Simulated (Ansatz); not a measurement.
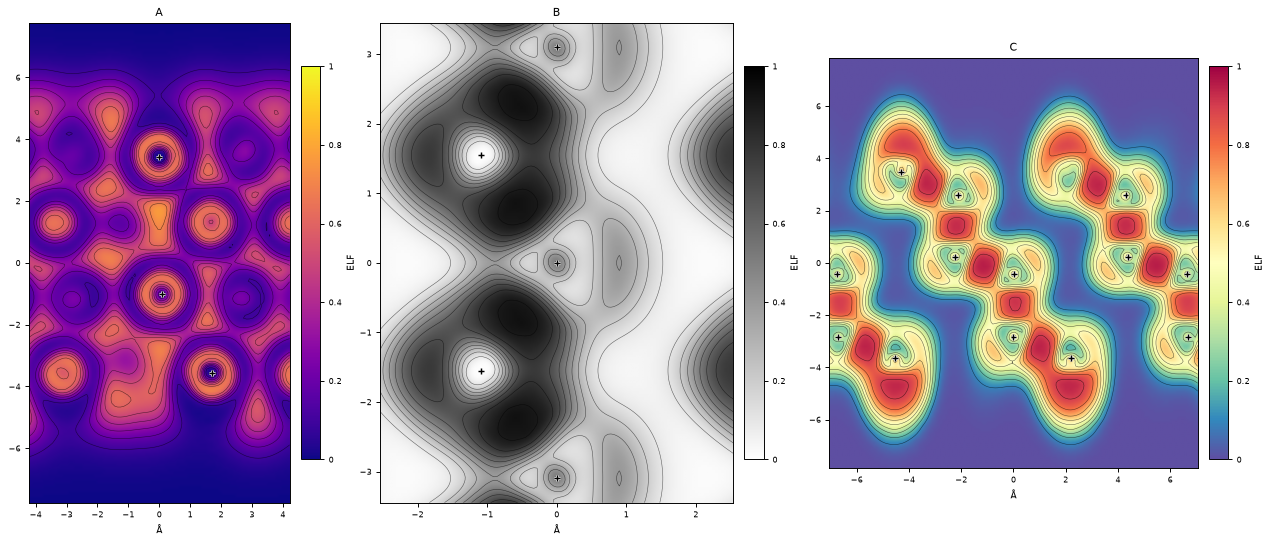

The ELF of 3 systems, each on a plane through atoms (crosses mark nuclei in the plane).

These are results of Ansatz 0.2.0, DFT PBE, scalar-relativistic, plane waves, PAW, not measurements.

System 1: SiC, the (011) plane of the conventional cell. Space group F-43m; a structure from a database of computed crystals, not necessarily the ambient phase.

```xyz
8
Lattice="4.3797 0.0000 0.0000 0.0000 0.0000 -4.3797 0.0000 4.3797 0.0000" Properties=species:S:1:pos:R:3 pbc="T T T"
Si    1.0949    1.0949   -3.2848
Si    3.2848    3.2848   -3.2848
Si    3.2848    1.0949   -1.0949
Si    1.0949    3.2848   -1.0949
C     2.1899    0.0000   -2.1899
C     0.0000    2.1899   -2.1899
C     0.0000    0.0000    0.0000
C     2.1899    2.1899    0.0000
```

System 2: Si (slab), the (110) plane of the calculation cell, a cut from vacuum to vacuum. Not relaxed (largest force 1.1 eV/Å).

```
CELL_PARAMETERS angstrom
7.73541 0.00000 0.00000
-3.86771 6.69906 0.00000
0.00000 0.00000 31.90209
ATOMIC_POSITIONS crystal
Si 0.16667 0.33333 0.26733
Si 0.66740 0.33184 0.24543
Si 0.16816 0.83556 0.24543
Si 0.66444 0.83260 0.24543
Si 0.99457 0.50862 0.27116
Si 0.51405 0.50543 0.27116
Si 0.99138 0.98595 0.27116
Si 0.50000 0.00000 0.26830
Si 0.00065 0.50885 0.34667
Si 0.50820 0.49935 0.34667
Si 0.99115 0.99180 0.34667
Si 0.50000 0.00000 0.34345
Si 0.83333 0.66667 0.37751
Si 0.33893 0.66615 0.36731
Si 0.83385 0.17278 0.36731
Si 0.32722 0.16107 0.36731
Si 0.83333 0.66667 0.45756
Si 0.35121 0.65883 0.44094
Si 0.84117 0.19238 0.44094
Si 0.30762 0.14879 0.44094
Si 0.67733 0.86478 0.46894
Si 0.18744 0.82267 0.46894
Si 0.63522 0.31256 0.46894
Si 0.16667 0.33333 0.47413
```

System 3: Ti (slab), the (100) plane of the calculation cell, a cut from vacuum to vacuum. Not relaxed (largest force 1.1 eV/Å); computed without spin polarisation.

```
Ti
1.0
     7.73541    0.00000    0.00000
    -3.86771    6.69906    0.00000
     0.00000    0.00000   31.90209
Ti
28
Cartesian
  1.9339 5.5825 17.6361
  -2.9549 6.6304 17.1321
  4.1844 3.9108 16.9024
  -0.6391 4.4694 16.9024
  3.4708 0.8249 17.1321
  6.1240 1.6683 16.9024
  1.4180 2.5933 17.1321
  7.0348 0.3283 19.4402
  1.9338 1.1165 19.5078
  -2.5535 4.9193 19.3049
  0.0660 5.9282 19.4402
  4.7520 2.0280 19.3049
  -0.2646 3.1013 19.3049
  2.5684 3.7921 19.4402
  1.9339 5.5825 21.6689
  -2.9937 6.4801 21.8395
  4.1624 3.6354 21.7815
  -0.8667 4.6261 21.7815
  3.6203 0.8664 21.8395
  6.3735 1.7870 21.7815
  1.3072 2.7021 21.8395
  6.8806 0.1438 23.9010
  1.9338 1.1165 23.9808
  -2.4926 4.9050 24.0223
  0.3029 5.8869 23.9010
  4.7339 2.0879 24.0223
  -0.3074 3.0557 24.0223
  2.4857 4.0179 23.9010
```

Question: Which map belongs to which system?

Answer: Panel A is system 3, Ti: the plane holds Ti. Panel B is system 1, SiC: the plane holds Si and C. Si–C (1.90 Å): the ELF peaks at about 0.95 between the atoms, as expected for a covalent bond. Panel C is system 2, Si: the plane holds Si. Si–Si (2.34 Å): the ELF peaks at about 0.95 between the atoms.
